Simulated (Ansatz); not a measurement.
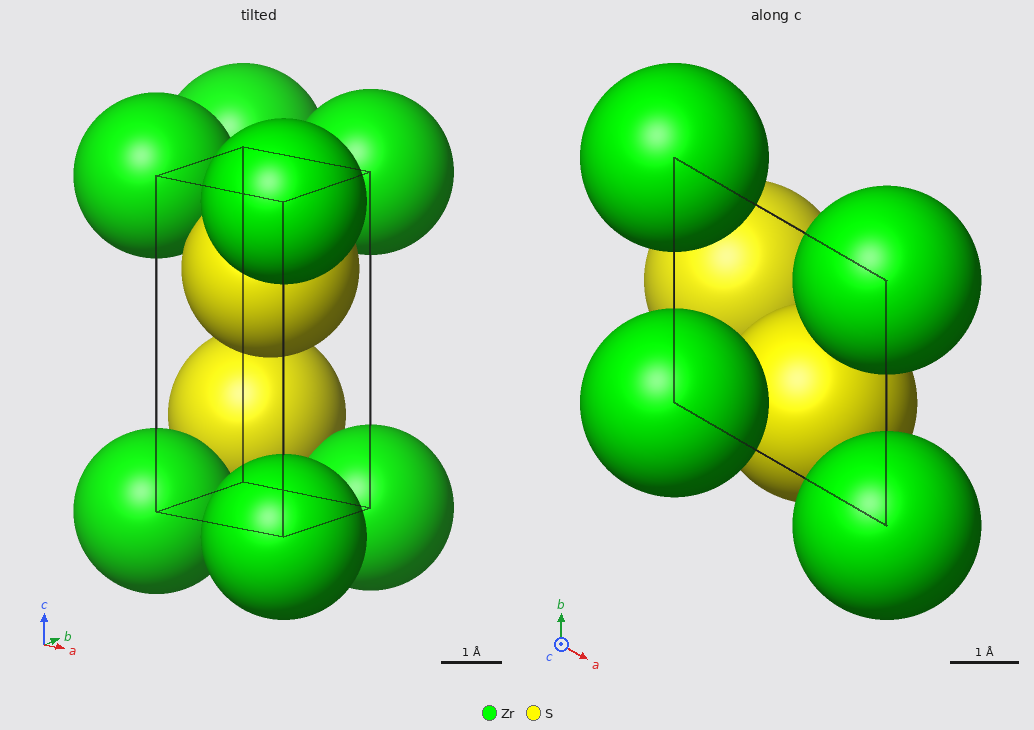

Space-filling drawing of the structure, looking slightly off an axis and along the c axis. The lines enclose the conventional unit cell; boundary atoms appear with their images. Cell: a = 3.63 Å, b = 3.63 Å, c = 5.72 Å, α = 90.00°, β = 90.00°, γ = 120.00°.

The initial geometry was a structure listed in the Materials Project. Earlier steps of the study, as a rule a relaxation of our own, may have changed the cell and positions, so they can lie some per cent off the listed ones. Ansatz was used for an electronic-structure calculation on it.

What can be read from this drawing?

Its composition is ZrS$_{2}$. Its lattice is primitive hexagonal, its space group P-3m1 (No. 164). The prototype is cadmium iodide (CdI₂, 1T) type. The cell has 3 atoms, namely 1 Zr, 2 S. Zr is linked to six S in an octahedral arrangement at about 2.6 Å. S is linked to three Zr in a trigonal pyramidal arrangement at about 2.6 Å. Not all metal-metal contacts are counted.

The calculation used DFT PBE+D3(BJ), scalar-relativistic, plane waves, PAW in Ansatz 0.2.0, with E_cut = 420 eV, a 12×12×6 grid in reciprocal space, Gaussian smearing of 0.02 eV, no spin polarisation.

Predict the gap.

A semiconductor at this level, with a gap of 0.66 eV, indirect.

What are the atomic charges by Bader's partition?

Zr +2.06 e; S -1.03 e.

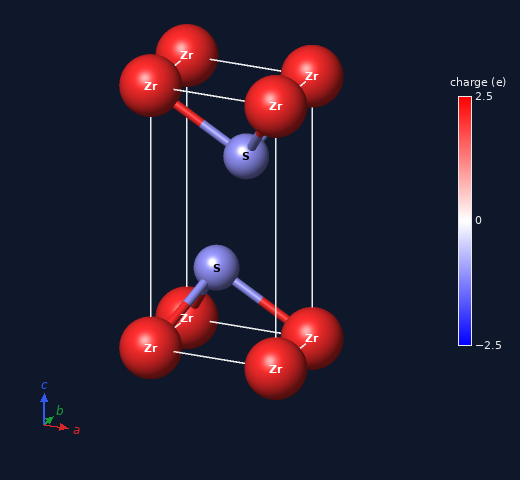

The atoms coloured by those charges. The run's cell of 3 atoms is drawn.

Has the structure come to rest?

Yes. All forces vanish to within 0.01 eV/Å. The pressure is 0.0 GPa, close to zero.
